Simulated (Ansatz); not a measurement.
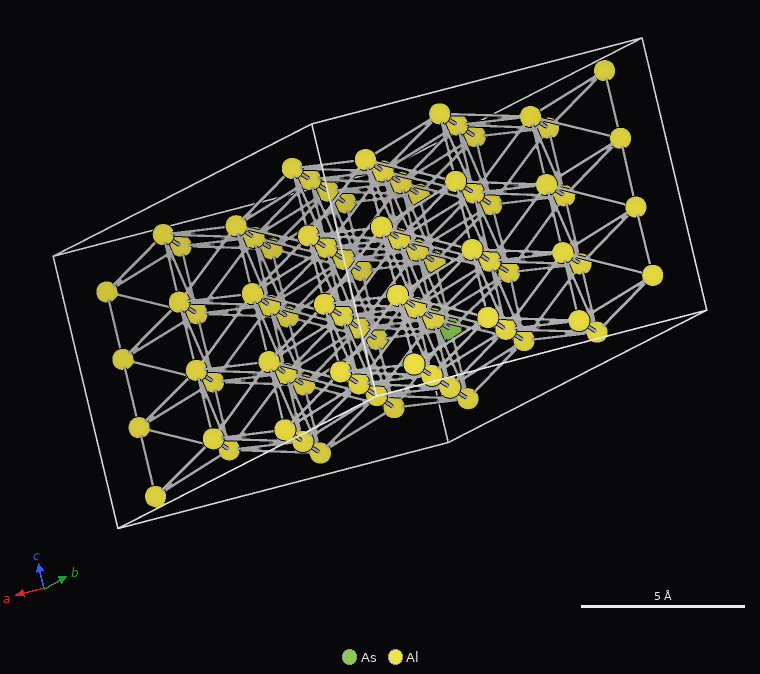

**Figure 1.** The input geometry (ball-and-stick view of the cell of the calculation, seen at an oblique angle). An atom can appear more than once, as a periodic image.

# Single-point calculation, with input and output: Al63As (part 1 of 2)

System: Al63As (defect cell, 64 atoms in the cell).
Method: DFT PBE, scalar-relativistic, plane waves, PAW, spin-polarised (Ansatz 0.2.0).

The structure derives from a Materials Project entry.

Input file:
```yaml
crystal:
  lattice:
    - [-2.812455, -4.871316, 9.7337]
    - [-2.812455, -4.871316, -9.7337]
    - [11.249821, 0.0, 0.0]
  atoms:
    - { symbol: As, position: [0.1077925789, 0.2326275342, 0.3363536756], spin: 0.2 }
    - { symbol: Al, position: [0.104027617, 0.7292176918, 0.8331488551] }
    - { symbol: Al, position: [0.3545349567, 0.4793875097, 0.83322161] }
    - { symbol: Al, position: [0.6040532551, 0.2289059832, 0.8328254541] }
    - { symbol: Al, position: [0.8537306789, 0.4789962775, 0.5837018295] }
    - { symbol: Al, position: [0.1039827997, 0.2277663731, 0.5854633782], spin: 0.2 }
    - { symbol: Al, position: [0.6050965469, 0.2291915501, 0.3335362134] }
    - { symbol: Al, position: [0.3540314831, 0.9789621168, 0.3331789843] }
    - { symbol: Al, position: [0.6040596544, 0.7291740656, 0.3330291862] }
    - { symbol: Al, position: [0.8531565095, 0.4798926503, 0.3334264881] }
    - { symbol: Al, position: [0.853037041, 0.9782578757, 0.081964519], spin: 0.2 }
    - { symbol: Al, position: [0.1038052533, 0.7292074129, 0.0836008593] }
    - { symbol: Al, position: [0.3534419564, 0.4784947545, 0.0820124919] }
    - { symbol: Al, position: [0.6030005415, 0.2289048117, 0.0831802748] }
    - { symbol: Al, position: [0.6045621393, 0.7294145769, 0.8331090438] }
    - { symbol: Al, position: [0.8539848573, 0.4791434179, 0.8330971266] }
    - { symbol: Al, position: [0.103781228, 0.2286038395, 0.8332027591] }
    - { symbol: Al, position: [0.3562743164, 0.4820300039, 0.5846376307], spin: 0.2 }
    - { symbol: Al, position: [0.6055410113, 0.2293038026, 0.5837897175] }
    - { symbol: Al, position: [0.8540586794, 0.9790828596, 0.8330747373] }
    - { symbol: Al, position: [0.3542556229, 0.978582824, 0.5835104298] }
    - { symbol: Al, position: [0.6047631834, 0.7297071096, 0.5846966549] }
    - { symbol: Al, position: [0.85376037, 0.9788607747, 0.3345615971], spin: 0.2 }
    - { symbol: Al, position: [0.1042929928, 0.730133693, 0.3337401277] }
    - { symbol: Al, position: [0.3560422276, 0.4810086895, 0.3333055695], spin: 0.2 }
    - { symbol: Al, position: [0.3546476323, 0.9795944129, 0.0833223589] }
    - { symbol: Al, position: [0.6045130488, 0.7297028117, 0.0825701316] }
    - { symbol: Al, position: [0.8541037363, 0.4803808319, 0.0831547156] }
    - { symbol: Al, position: [0.1036793668, 0.2296457868, 0.0819255007], spin: 0.2 }
    - { symbol: Al, position: [0.3542056908, 0.9791003621, 0.8333303008] }
    - { symbol: Al, position: [0.8547323093, 0.9798784383, 0.5851302775] }
    - { symbol: Al, position: [0.1047093361, 0.7303684444, 0.5839649817] }
    - { symbol: Al, position: [0.1461167105, 0.0188140926, 0.1649295442] }
    - { symbol: Al, position: [0.1451108845, 0.520592988, 0.666150647] }
    - { symbol: Al, position: [0.3960023495, 0.2707768867, 0.6658036418] }
    - { symbol: Al, position: [0.6458910834, 0.0208457663, 0.6669422765] }
    - { symbol: Al, position: [0.8938573795, 0.2718163335, 0.4151831317] }
    - { symbol: Al, position: [0.1476816122, 0.0186644746, 0.4160462389] }
    - { symbol: Al, position: [0.6474836395, 0.0221923376, 0.1669148175] }
    - { symbol: Al, position: [0.3962701404, 0.7707701348, 0.1663977203] }
    - { symbol: Al, position: [0.6456479422, 0.5210824735, 0.1663914392] }
    - { symbol: Al, position: [0.891772793, 0.2716691224, 0.1634533301] }
    - { symbol: Al, position: [0.8952933707, 0.7696928317, 0.9154750255] }
    - { symbol: Al, position: [0.1457185824, 0.5206735007, 0.9165959025] }
    - { symbol: Al, position: [0.3955310789, 0.270696707, 0.9162435643] }
    - { symbol: Al, position: [0.6446930142, 0.0197422791, 0.9153852631] }
    - { symbol: Al, position: [0.6451702772, 0.5204077237, 0.6667555063] }
    - { symbol: Al, position: [0.8962504304, 0.2715999325, 0.6665383604] }
    - { symbol: Al, position: [0.1465815611, 0.0207067373, 0.6675253351] }
    - { symbol: Al, position: [0.3991090552, 0.2685371962, 0.4154187319] }
    - { symbol: Al, position: [0.6455376029, 0.0214006509, 0.4162091535] }
    - { symbol: Al, position: [0.8959460556, 0.7709955345, 0.6670273468] }
    - { symbol: Al, position: [0.3943255281, 0.7700663336, 0.4159867267] }
    - { symbol: Al, position: [0.6459691485, 0.5206930696, 0.4163381034] }
    - { symbol: Al, position: [0.8977050796, 0.772608647, 0.1677152472] }
    - { symbol: Al, position: [0.1450093049, 0.5206960002, 0.1671371065] }
    - { symbol: Al, position: [0.3950255341, 0.2695940079, 0.1662962298] }
    - { symbol: Al, position: [0.3961278356, 0.7708183403, 0.9165261335] }
    - { symbol: Al, position: [0.6459315562, 0.5213450327, 0.9164140635] }
    - { symbol: Al, position: [0.8953229546, 0.2707508701, 0.9152175567] }
    - { symbol: Al, position: [0.1462505206, 0.0206432032, 0.9158913056] }
    - { symbol: Al, position: [0.395497249, 0.7709389933, 0.6669054578] }
    - { symbol: Al, position: [0.8965208363, 0.7708172841, 0.4161431522] }
    - { symbol: Al, position: [0.1423648587, 0.523001825, 0.4158621566] }
magnetization:
  spin_polarized: true
basis:
  ecutwfc: 420
  fft_grid_basis: typed
kpoints:
  mp_grid: { grid: [2, 2, 2] }
hamiltonian:
  xc: pbe
  pseudopotentials: { kind: paw }
scf:
  occupations: { method: gaussian, width: 0.05 }
output:
  forces: true
  stress: false
  eigenvalues: true
  bader: true
  write_density: true
  volumetric_format: npy
  populations: true
```

Launched with:
```bash
ansatz run input.yaml --threads 4 --pin off --max-ram 10240MiB --backend cpu --events-out ev --progress --plain --runs-dir out
```

Output:
```
Engine: ansatz 0.2.0, aarch64-unknown-linux-gnu
Pseudopotentials: kind: paw
Pseudopotential: As, paw, valence charge 15, recommended cutoff 420 eV (normal), As.paw.azcp
Pseudopotential: Al, paw, valence charge 3, recommended cutoff 420 eV (normal), Al.paw.azcp
Functional definition: PBE
  parameter kappa = 0.804
  parameter beta = 0.06672455060314922
  exchange = pbe_x(kappa = kappa, mu = beta*pi^2/3)
  correlation = pbe_c(beta = beta)
Crystal: 64 atoms, lattice volume = 1066.841 Å³
Basis set: ecut = 420 eV, 20787 PW (Γ), exchange–correlation on 160×160×160 points (8 copies of the dense FFT grid, shifted against one another)
Bands: 167, of which v1, the nominal top of the filled ones, is band 102 counted from 1 (101 counted from 0)
Symmetry: 1 space group operations
Space group: P1 (ITA 1), of the structure as read, at distance tolerance 1.0e-4 Å
Magnetic group: BNS 1.1 (UNI 1), of the structure as read, at distance tolerance 1.0e-4 Å
k-points: 8
Non-local potential: As, projectors of the file, l = 0: 2, l = 1: 2, l = 2: 3, l = 3: 1
Non-local potential: Al, projectors of the file, l = 0: 2, l = 1: 2, l = 2: 1
PAW form: soft (Blöchl's): semilocal exchange-correlation on the pseudo side does not see the compensation charge
PAW one-centre angular grid: As, 590 points (default); XC on 64 Gauss nodes
PAW one-centre angular grid: Al, 110 points (default); XC on 64 Gauss nodes
Initial density: superposition of atomic densities (chi_scale 0.1, normalization cell, long waves kept (reshape's long-wave potential 0.26 eV rms))
Starting moments: Σ|m| = 1.4 μB on 7 of 64 sites
Initial wavefunctions: pseudopotential atomic-orbital guess
Functional: x = pbe(κ = 0.804, μ = 0.2195149727645171), c = pbe(β = 0.06672455060314922)
SCF iter   1: F=—  HF=-38723.748559 eV  |F-HF|=—  |Δ(HF+E_count)|=         —  Δρ=1.62e-2 (↑1.62e-2 ↓1.45e-2)  dr2=5.79e1  dr2_m=5.95e-2  M=0.372 μB ∫|m|=0.413 μB  β_m=0.30  ethr=3.10e-3  ⟨swp⟩=5.8  Hψ=12195  notcnv=0  defer=173
preconditioner: auto → Kerker (q_TF=auto, 2.071 Å⁻¹)  [metal: Δε(μ)=0.017 eV  Ē_g=6.718 eV  σ=0.050 eV  W_gap=0.19  n_scr=166 (ndim 8)  ℏωp=15.8 eV  f_vac=0.000  D(μ)=26.09/eV (n_scr^D=166)]
spin=Collinear: Kerker preconditioning applied to the charge; magnetization (m = ρ↑ − ρ↓) channel mixes plain (no charge-response kernel on spin).
SCF iter   2: F=—  HF=-38719.871453 eV  |F-HF|=—  |Δ(HF+E_count)|=    3.88e0  Δρ=1.20e-2 (↑1.20e-2 ↓1.08e-2)  dr2=2.81e1  dr2_m=3.03e-2  M=0.333 μB ∫|m|=0.364 μB  β_m=0.30  ethr=3.10e-3  ⟨swp⟩=2.1  Hψ=3311  notcnv=0  defer=564
SCF iter   3: F=—  HF=-38715.741108 eV  |F-HF|=—  |Δ(HF+E_count)|=    4.13e0  Δρ=3.83e-3 (↑3.83e-3 ↓3.65e-3)  dr2=8.25e-1  dr2_m=1.54e-2  M=0.325 μB ∫|m|=0.331 μB  β_m=0.30  ethr=3.10e-3  ⟨swp⟩=3.3  Hψ=5757  notcnv=0  defer=713
SCF iter   4: F=—  HF=-38715.501238 eV  |F-HF|=—  |Δ(HF+E_count)|=   2.40e-1  Δρ=2.51e-3 (↑2.51e-3 ↓2.11e-3)  dr2=1.98e-1  dr2_m=7.99e-3  M=0.285 μB ∫|m|=0.290 μB  β_m=0.30  ethr=4.04e-4  ⟨swp⟩=2.9  Hψ=4228  notcnv=0  defer=827
SCF iter   5: F=—  HF=-38715.427372 eV  |F-HF|=—  |Δ(HF+E_count)|=   7.39e-2  Δρ=7.42e-4 (↑6.89e-4 ↓7.42e-4)  dr2=2.23e-2  dr2_m=4.21e-3  M=0.242 μB ∫|m|=0.246 μB  β_m=0.30  ethr=9.70e-5  ⟨swp⟩=2.0  Hψ=3661  notcnv=0  defer=833
SCF iter   6: F=—  HF=-38715.411026 eV  |F-HF|=—  |Δ(HF+E_count)|=   1.63e-2  Δρ=5.78e-4 (↑4.47e-4 ↓5.78e-4)  dr2=1.28e-3  dr2_m=2.25e-3  M=0.209 μB ∫|m|=0.213 μB  β_m=0.30  ethr=1.09e-5  ⟨swp⟩=2.0  Hψ=3470  notcnv=0  defer=833
SCF iter   7: F=—  HF=-38715.411264 eV  |F-HF|=—  |Δ(HF+E_count)|=   2.38e-4  Δρ=4.36e-4 (↑3.12e-4 ↓4.36e-4)  dr2=5.28e-4  dr2_m=1.23e-3  M=0.179 μB ∫|m|=0.182 μB  β_m=0.30  ethr=6.28e-7  ⟨swp⟩=2.1  Hψ=3397  notcnv=0  defer=833
Mixer restart at iter 7: flushing history
spin-set hold released at iteration 7 (site moments contracting): the magnetisation degrees of freedom join the quasi-Newton model from the next iteration; the mixer history was flushed
SCF iter   8: F=—  HF=-38715.411813 eV  |F-HF|=—  |Δ(HF+E_count)|=   5.49e-4  Δρ=3.21e-4 (↑2.37e-4 ↓3.21e-4)  dr2=2.81e-4  dr2_m=6.84e-4  M=0.153 μB ∫|m|=0.155 μB  β_m=0.65  ethr=2.59e-7  ⟨swp⟩=2.1  Hψ=3459  notcnv=0  defer=833
SCF iter   9: F=—  HF=-38715.412836 eV  |F-HF|=—  |Δ(HF+E_count)|=   1.02e-3  Δρ=4.59e-5 (↑4.34e-5 ↓4.59e-5)  dr2=9.51e-6  dr2_m=1.89e-5  M=0.061 μB ∫|m|=0.063 μB  β_m=0.74  ethr=1.38e-7  ⟨swp⟩=2.1  Hψ=3482  notcnv=0  defer=833
SCF iter  10: F=—  HF=-38715.413064 eV  |F-HF|=—  |Δ(HF+E_count)|=   2.28e-4  Δρ=2.13e-5 (↑2.06e-5 ↓2.13e-5)  dr2=1.45e-6  dr2_m=4.17e-6  M=0.035 μB ∫|m|=0.036 μB  β_m=0.80  ethr=4.66e-9  ⟨swp⟩=2.2  Hψ=4323  notcnv=0  defer=840
SCF iter  11: F=—  HF=-38715.413079 eV  |F-HF|=—  |Δ(HF+E_count)|=   1.48e-5  Δρ=9.30e-6 (↑9.30e-6 ↓9.28e-6)  dr2=4.67e-8  dr2_m=8.38e-7  M=0.019 μB ∫|m|=0.019 μB  β_m=0.90  ethr=4.90e-11  ⟨swp⟩=14.7  Hψ=18927  notcnv=0
SCF iter  12: F=—  HF=-38715.413083 eV  |F-HF|=—  |Δ(HF+E_count)|=   4.29e-6  Δρ=2.82e-6 (↑2.82e-6 ↓2.82e-6)  dr2=9.78e-9  dr2_m=7.66e-8  M=0.005 μB ∫|m|=0.006 μB  β_m=0.95  ethr=2.29e-11  ⟨swp⟩=5.0  Hψ=9974  notcnv=0
SCF iter  13: F=—  HF=-38715.413084 eV  |F-HF|=—  |Δ(HF+E_count)|=   4.20e-7  Δρ=5.21e-7 (↑5.21e-7 ↓4.95e-7)  dr2=1.39e-9  dr2_m=2.43e-9  M=0.001 μB ∫|m|=0.001 μB  β_m=0.97  ethr=4.80e-12  ⟨swp⟩=3.7  Hψ=6857  notcnv=0
SCF iter  14: F=-38715.413084 eV  HF=-38715.413084 eV  |F-HF|=2.55e-10  |Δ(HF+E_count)|=   1.18e-8  Δρ=1.11e-7 (↑1.06e-7 ↓1.11e-7)  dr2=1.03e-10  dr2_m=1.11e-10  M=0.000 μB ∫|m|=0.000 μB  ethr=1.00e-12  ⟨swp⟩=3.0  Hψ=4738  notcnv=0
SCF 1 converged in 14 iterations: F = -38715.413084 eV  dr2 = 1.03e-10
  greatest PAW one-centre occupation: 0.999 electrons in one spin orbital (limit 2), on the As atom at site 0 (counted from 0), in its partial waves of l = 2
```

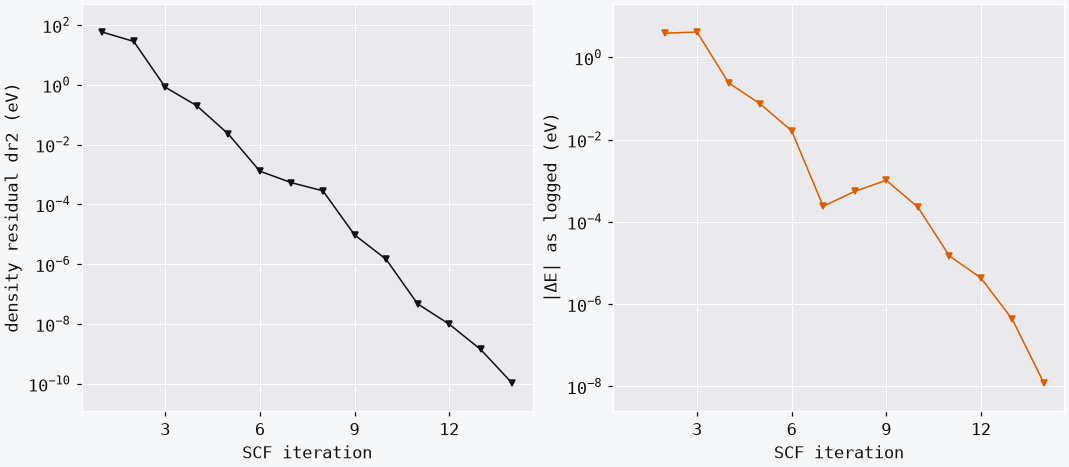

**Figure 2.** Convergence of the self-consistent field: density residual dr2 and size of the energy change against the SCF iteration. The residual falls at every step.

```
WARN: the starting moments were not kept: the SCF closed with an absolute magnetisation of 1.2e-4 μB, where they sum to 1.4 μB in size (7 sites). That is at most 0.1 of that sum. Measured as dr2_m measures the in/out step, that magnetisation stands 5.9e-11 eV from none, at or under the dr2_threshold of 1.0e-7 eV: it is no larger than a step whose dr2_m would equal this threshold. The system may hold no moment; this SCF shows only that its start led to no more than that. To try another start: raise the starting moments (crystal.atoms[].spin, magnetization.per_species, magnetization.initial_magnetization, or on a non-collinear deck that types none of these the spinor_matrix: blocks that start its atoms; where the total moment is fixed, keep their sum and leave initial_magnetization as it is; typed ones take the place of any that the run laid by itself, positive ones on a crystal's lanthanoids without a Hubbard term where scf.initial_density.shell_occupations: [] is typed) or, if the notice of its spin-set hold's release reads "site moments contracting" or "site moments show no strong build", lengthen the hold (scf.mixing.spin_hold: { on: { confirm: 4 } }; for m-r²SCAN on two components see the key's manual first). Each may lead to a state that holds a moment. A second SCF, from the converged charge density, with the starting moments and any scf.initial_density.shell_occupations laid on it anew, would have followed, and was not run: the deck does not ask for one (magnetization.retry_lost_moments is false, the default). To let it run, set magnetization.retry_lost_moments: true and run the deck again, where that key's refused combinations let it; where memory then withholds it, that run's warning says so.
SCF converged after 14 iterations
Magnetization: 0.0001 μB (102.0000 up, 102.0000 down)
Absolute magnetization: 0.0001 μB (∫|ρ↑−ρ↓|, with the PAW one-centre terms)
Spin contamination: 0.0000 ħ² per cell (⟨S²⟩ above its minimum at these occupations)
Per-site moments (μB) at R_I (Å): [(2.0525133532390737e-6, 1.153710572109613), (2.3110131253093297e-6, 1.1584838154676347), (2.1890690805443608e-7, 1.1568377270386296), (2.3213886866220116e-6, 1.1578650739058958), (9.501833960095288e-7, 1.155443594860143), (-9.326148390471116e-7, 1.1489178315936313), (9.683777210712932e-7, 1.1575664509826873), (1.0764408375093298e-6, 1.15812268722447), (-3.28926899037065e-7, 1.1519228984785752), (1.0592040136257598e-6, 1.1575664509826873), (-9.404927528335292e-7, 1.15437227271542), (1.5815298037699682e-6, 1.1556942098013505), (-6.860744652996271e-8, 1.1567203304544655), (1.5752001824919142e-6, 1.1550523178725174), (3.49172359318183e-7, 1.1515791051415982), (1.8761381250570644e-6, 1.1565532719871328), (3.654420233520356e-7, 1.1489178315936313), (-9.925038014159126e-7, 1.151109560217429), (8.69161762881235e-7, 1.155443594860143), (2.980921377179151e-7, 1.1523073213569717), (9.356008804994591e-7, 1.1560105015616233), (-1.7675966057560435e-7, 1.151109560217429), (-1.5415874004658027e-6, 1.1551773333731439), (9.814356019546905e-7, 1.1577805574219435), (-1.6114526820232195e-6, 1.1519228984785752), (1.634889926547208e-6, 1.1550523178725174), (-1.1653039352957128e-7, 1.1547682387852543), (1.6259868100492357e-6, 1.1556942098013505), (-9.384234338142894e-7, 1.1531306710655032), (1.8666275006676937e-6, 1.1566143557592687), (-2.1047794561468127e-7, 1.1523073213569717), (8.648412395070024e-7, 1.1560105015616233), (5.355042742721599e-7, 1.15419989536724), (1.128878559914371e-6, 1.1560581991600947), (1.074790681058083e-6, 1.1551499189841392), (1.1240368531182823e-6, 1.1553820294940043), (4.5232829755209797e-7, 1.1515512181013015), (4.5419577422003645e-7, 1.1517706378343697), (5.814026042048362e-7, 1.1515512181013015), (9.741640988026845e-8, 1.1594329822023313), (4.807516168796958e-8, 1.159972918866571), (6.363531106795057e-7, 1.1539765982441028), (8.395698032901342e-7, 1.1552123135780115), (7.90910802776927e-7, 1.1576929902039026), (7.256886012390843e-7, 1.155945018000206), (9.088228673071524e-7, 1.1542922436048562), (9.686823726308972e-7, 1.1551499189841392), (1.0607462273747188e-6, 1.1560581991600947), (9.630369921677615e-7, 1.1530135268726263), (4.5124981397507747e-7, 1.152755143454651), (1.6185569082634348e-7, 1.1595950868679437), (1.1029720525279594e-6, 1.1552123135780115), (1.9972147509804276e-7, 1.1559466750001943), (1.8473431503794818e-7, 1.1559229446128751), (5.556136335875772e-7, 1.1517706378343697), (5.914179408911353e-7, 1.1547854339109866), (5.275833166511339e-7, 1.152755143454651), (7.364288299983963e-7, 1.1569690493290228), (6.871024879617671e-7, 1.156587964115516), (8.223308539297407e-7, 1.1551556287824125), (7.83982675328365e-7, 1.1530135268726263), (1.0169666097862281e-6, 1.1542922436048562), (1.8015406047506345e-7, 1.1563125450430263), (4.32767823231654e-7, 1.1547854339109866)]
Free energy (F): -38715.413084 eV
Harris-Foulkes:  -38715.413084 eV  (|F-HF|=2.55e-10)
Internal energy: -38715.355231 eV  (E = F + TS)
E sigma→0 (E₀):  -38715.384157 eV
Entropy (-TS):   -0.057853 eV (-0.904 meV/atom)
Fermi energy:    7.857630 eV
--- Per-component energies (eV) ---
  E_band       = 398.111181
  E_kinetic    = 1530.462630
  E_local      = -2357.375286  (includes V_loc(G=0)·N_el)
  E_nonlocal   = -21.599119
  E_hartree    = 1571.365998
  E_xc         = -2579.186057
  E_vxc        = -1899.411986  (∫ρ·V_xc dr)
  E_paw        = -31275.548033  (= ΣΔE_a)
  E_vpaw       = 3.303362  (= ΣTr[D̂ρ^β])
  E_aug_tail   = -0.000124  (compensation charges beyond the density's cutoff)
  E_ewald      = -5583.475240
  E_smearing   = -0.057853  (= −TS)
  E_closure    = 0.000000  (closes the sum)
  Σ components = -38715.413084   (vs F -38715.413084, Δ=0.00e0)
```
